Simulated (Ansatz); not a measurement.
# Calculations on Si$_{127}$O

### Relaxation

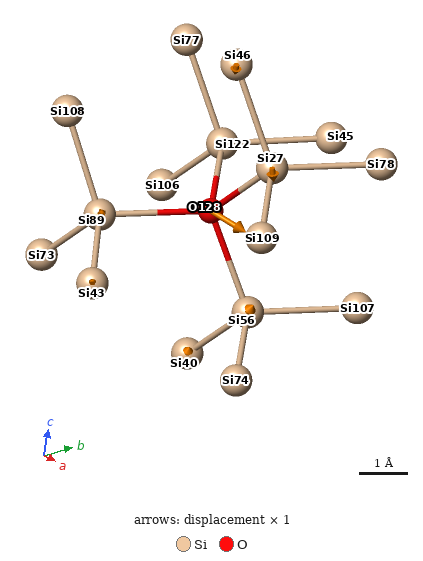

This is a relaxation of a defect cell of composition Si₁₂₇O (cell charge −1). The starting structure is drawn; orange arrows show the displacements, at their true length.

Style: ball-and-stick. Shown: the atoms within 4.2 Å of the atom that moves most (axes of the cell of the calculation (origin shifted)), slightly off an axis.

All numbers below come from DFT, PBEsol, PAW, plane waves (Ansatz 0.2.0). Settings: plane-wave cutoff 420 eV; k-point mesh 1 × 1 × 1; mesh shifted by (0.25, 0.25, 0.25); collinear spin; atoms relaxed in a fixed cell; force threshold 0.03 eV/Å; at most 80 steps.

Question: Atoms of which element are displaced furthest, and by how much?

Answer: Oxygen: up to 0.96 Å, against 0.33 Å for silicon.

Question: What happened in the run?

Answer: Over 13 geometry steps the energy falls by 2.314 eV per cell of the calculation. The largest force component goes from 1.2 to 0.013 eV/Å. O128 moves most: 0.96 Å along [1 1 −1]. By element the largest moves are O 0.96 Å, Si 0.33 Å. The lattice vectors keep their values. Among the contacts that change: Si27–O128 2.365 → 1.700 Å, Si56–O128 2.321 → 1.693 Å, Si122–O128 2.377 → 2.969 Å, Si89–O128 2.394 → 2.971 Å. Among the angles between lasting bonds that change: Si46–Si27–Si109 110.6° → 103.6°, Si46–Si27–Si78 109.5° → 103.6°, Si40–Si56–Si74 108.8° → 103.0°. The program noted that the starting moments weren't kept. Cost: 66 s on 1 × NVIDIA GB300 Max-Q with 8 threads of Arm Neoverse-V2, peak memory 2.4 GiB.

Limits of the set-up: the cell is charged, on a uniform background, and energies carry no finite-size correction.

### Relaxation

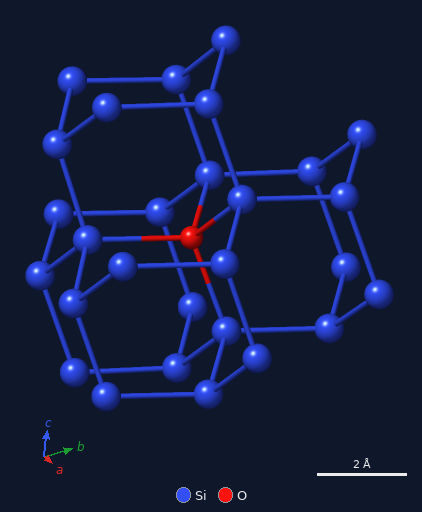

Starting structure of a defect cell of composition Si127O (cell charge −2). The picture is a ball-and-stick view of the atoms within 5.0 Å of the atom that moves most (axes of the cell of the calculation (origin shifted)), seen slightly off an axis.

Theory: DFT, PBEsol, PAW, plane waves in Ansatz 0.2.0.

Set-up: plane-wave cutoff 420 eV; k-point mesh 1 × 1 × 1; mesh shifted by (0.25, 0.25, 0.25); no spin polarisation; atoms relaxed in a fixed cell; force threshold 0.03 eV/Å; at most 80 steps.

```xyz
128
Lattice="0.0000 10.8656 10.8656 10.8656 0.0000 10.8656 10.8656 10.8656 0.0000" Properties=species:S:1:pos:R:3 pbc="T T T"
Si   10.8442   10.8615    0.0289
Si   10.8818    5.4500   16.2749
Si   16.3033   21.7123   16.3009
Si   16.2877   16.2878   21.7206
Si    5.4727    5.4079    5.4499
Si    5.4279    5.4332   10.8427
Si   16.2632   10.8879   16.2695
Si    5.4473   10.8421   10.8396
Si   10.8752   16.2869   16.2841
Si   10.8545    5.4490   10.8732
Si   10.8857   10.8497    5.4338
Si   10.8757   10.8658   16.2994
Si   10.8532   16.3119   10.8745
Si   16.3083   10.8677   10.8712
Si   16.2878   16.3091   16.3173
Si    1.3442    1.3629    1.3748
Si    1.3636    6.7772    6.8100
Si    6.7688    1.3735    6.8032
Si    6.7838    6.7943    1.3343
Si    6.8404    6.7821    6.8188
Si    6.7971    6.8002   12.2010
Si    6.7662   12.2304    6.7543
Si    6.8053   12.2255   12.1953
Si   12.2027    6.7963    6.7589
Si   12.2214    6.7693   12.2116
Si   12.2128   12.2555    6.7577
Si   12.2300   12.2543   12.2198
Si   12.2499   12.2222   17.6457
Si   12.2238   17.6264   12.2220
Si   17.6809   12.2321   12.2137
Si   17.6619   17.6657   17.6517
Si    2.7266   13.5603   10.8720
Si    2.7149    2.7421    5.4424
Si    2.7426    8.1300    5.4322
Si   13.5552   18.9977   10.8753
Si    8.1425    2.7209    5.4310
Si    8.1529    2.7216   10.8647
Si    8.1642   18.9939   10.8803
Si    8.1598    8.1668    5.4642
Si    8.1759    8.1350   10.8563
Si   18.9969   18.9918   16.2997
Si   19.0032   13.6258   16.2917
Si    8.1315   13.5686   10.8954
Si   13.5643   19.0133   16.2770
Si   13.5808    8.1436   10.8601
Si   13.5922   13.5943   10.8672
Si   13.5934   13.6160   16.3307
Si    4.1061    4.0836    1.3805
Si    4.0998    4.0690    6.7897
Si    4.0928    9.5098    6.7774
Si    4.0693    9.5109   12.2327
Si    9.5315    4.0886    6.8013
Si    9.5221    4.1152   12.2476
Si    9.5305    9.4926    1.3762
Si    9.5124    9.4998    6.8010
Si    9.5317    9.5158   12.2120
Si    9.4998    9.4828   17.6835
Si    9.5074   14.9308    6.8038
Si    9.4853   14.9602   12.2507
Si   14.9627    9.5251    6.7830
Si   14.9438    9.5113   12.2184
Si   14.9031   14.9604   12.2192
Si   14.9403   14.9422   17.6697
Si    2.7615   10.8541   13.5739
Si   13.5619    5.4654   13.5721
Si    2.7062    5.4210    8.1163
Si    2.7210   10.8582    8.1443
Si   19.0262   21.7213   19.0296
Si    8.1244    5.4433    2.6877
Si    8.1348    5.4424    8.1587
Si    8.1619    5.4332   13.5519
Si    8.1470   10.8674    2.7378
Si    8.1602   10.8501    8.1292
Si    8.1546   10.8385   13.5560
Si    8.1792   16.2963    8.1338
Si   13.5632   16.2856   18.9764
Si   13.5672   10.8380    8.1478
Si   13.5851   10.8679   13.5833
Si   13.5672   16.3014   13.5551
Si    4.0565    1.3461    4.0565
Si    4.0640    6.8509    4.0686
Si    4.0797    6.8020    9.5214
Si    4.0609   12.2369    9.4966
Si    9.5250    1.3294    9.4992
Si    9.4545    6.8104    4.0926
Si    9.4861    6.7762    9.4758
Si    9.4908    6.7833   14.9400
Si    9.5052   12.2147    4.1133
Si    9.4683   12.2580    9.4667
Si    9.4835   12.2200   14.9035
Si    9.5190   17.6316    9.4984
Si   14.9186    6.7904    9.5210
Si   14.9712   12.2469    9.4856
Si   14.9329   12.2238   14.9115
Si   14.9734   17.6618   14.8826
Si    0.0204    2.7152    2.7078
Si   10.8790   18.9838    8.1513
Si    5.4477   13.6160   13.5509
Si   16.3064   13.5677    8.1456
Si    5.4227    8.1442    2.7445
Si    5.4345    8.1064    8.1848
Si    5.4368    8.1834   13.5671
Si   16.3093   13.5824   19.0041
Si   10.8533    2.7266    8.1565
Si   10.8408    8.1213    2.7338
Si   10.8420    8.1597    8.1762
Si   10.8940    8.1314   13.5778
Si   10.8704   13.5583    8.1555
Si   10.8385   13.6134   13.6228
Si   16.3251   18.9813   19.0514
Si   16.2733   13.5851   13.5783
Si    1.3775    4.0743    4.0702
Si    1.3198    9.5697    9.5232
Si    6.7643    4.1385    4.0491
Si    6.7912    4.0573    9.5227
Si    6.7836    9.5180    4.0827
Si    6.7837    9.5089    9.5280
Si    6.7928    9.5190   14.9454
Si    6.7778   14.9667    9.5154
Si   12.2027    4.0546    9.4864
Si   12.2144    9.4851    4.0693
Si   12.2014    9.5071    9.5090
Si   12.2017    9.5133   14.9803
Si   12.2251   14.9204    9.4990
Si   12.2356   14.9604   14.9559
Si   17.6641    9.5023    9.4702
Si   17.6493   14.8696   14.9153
O    10.8388   10.8928   10.8768
```

> Where does the relaxation end?

After 13 geometry steps the energy has fallen by 2.319 eV per cell of the calculation. The largest force component goes from 1.2 to 0.012 eV/Å. O128 moves most: 0.94 Å along [1 1 −1]. By element the largest moves are O 0.94 Å, Si 0.34 Å. The lattice vectors keep their values. Some distances before and after: Si27–O128 2.365 → 1.702 Å, Si56–O128 2.321 → 1.697 Å, Si89–O128 2.394 → 2.986 Å, Si122–O128 2.377 → 2.900 Å. Among the angles between lasting bonds that change: Si46–Si27–Si109 110.6° → 103.4°, Si40–Si56–Si74 108.8° → 102.7°, Si46–Si27–Si78 109.5° → 103.6°.

History of the run:

| step | E − E(0), meV/atom | largest force component, eV/Å |
| --- | --- | --- |
| 0 | 0.00 | 1.2498 |
| 1 | -11.87 | 0.3594 |
| 2 | -13.19 | 0.1531 |
| 3 | -13.26 | 0.1883 |
| 4 | -13.46 | 0.3121 |
| 5 | -13.82 | 0.4427 |
| 6 | -14.66 | 0.6049 |
| 7 | -15.89 | 0.5582 |
| 8 | -16.55 | 1.1463 |
| 9 | -17.73 | 0.4020 |
| 10 | -18.03 | 0.2484 |
| 11 | -18.11 | 0.0494 |
| 12 | -18.11 | 0.0530 |
| 13 | -18.12 | 0.0116 |

The end point in the same view:

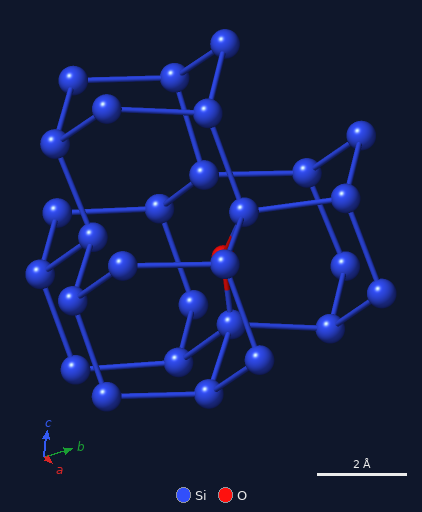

Limits of the set-up: the cell is charged, on a uniform background, and energies carry no finite-size correction.

### Defect

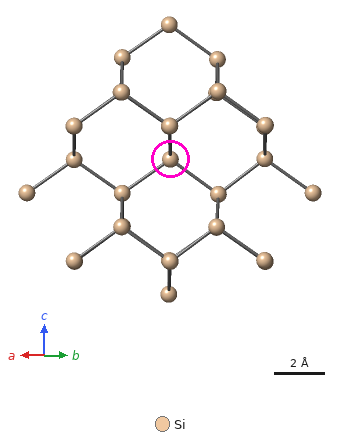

Perfect Si. The picture is a ball-and-stick view of the atoms within 6.0 Å of one point, in a slice 5.0 Å thick across the line of sight, seen along [110].

These are results of DFT, PBEsol, PAW, plane waves (Ansatz), not measurements. Settings: plane-wave cutoff 420 eV; k-point mesh 1 × 1 × 1; mesh shifted by (0.25, 0.25, 0.25); collinear spin. Fermi-Dirac smearing of 0.01 eV. A uniform background neutralises the charged cell. The axes drawn are those of the host's conventional cell.

A silicon atom is replaced by oxygen at the ringed place, in charge state −1. The supercell has 128 sites, and the atoms are relaxed at the host's cell.

Question: Predict the relaxed surroundings of the defect.

Answer: In the host the Si atom has 4 Si at 2.32 to 2.39 Å; the O atom ends with 2 Si at 1.69 to 1.70 Å. Of the host's atoms, a silicon atom moves furthest from its site, by 0.34 Å. The O atom itself moves 0.97 Å from where it was put. The cell's net moment is 0.99 μB. Relaxing the atoms from the host's sites lowers the energy by 2.31 eV.

The relaxed defect, seen from the same direction:

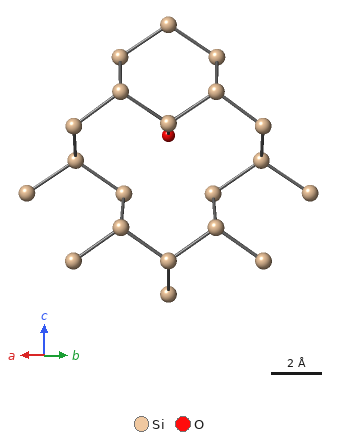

Limits of the set-up: the cell is charged, on a uniform background, and energies carry no finite-size correction.

### Defect

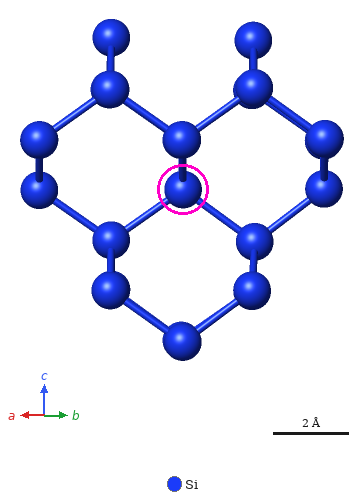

Perfect Si. The picture is a ball-and-stick view of the atoms within 5.4 Å of one point, in a slice 4.2 Å thick across the line of sight, seen along [110].

Theory: Ansatz, DFT, PBEsol, PAW, plane waves. (plane-wave cutoff 420 eV; k-point mesh 1 × 1 × 1; mesh shifted by (0.25, 0.25, 0.25); no spin polarisation) Fermi-Dirac smearing of 0.01 eV. The axes drawn are those of the host's conventional cell.

A silicon atom is replaced by oxygen at the ringed place, in charge state 0. The supercell has 128 sites, and the atoms are relaxed at the host's cell.

Predict the relaxed surroundings of the defect.

Answer. In the host the Si atom has 4 Si at 2.32 to 2.39 Å; the O atom ends with 2 Si at 1.70 Å. Of the host's atoms, a silicon atom moves furthest from its site, by 0.34 Å. The O atom itself moves 0.97 Å from where it was put. Relaxing the atoms from the host's sites lowers the energy by 2.25 eV.

The relaxed defect, seen from the same direction:

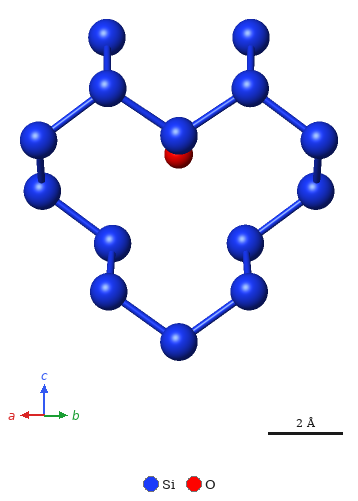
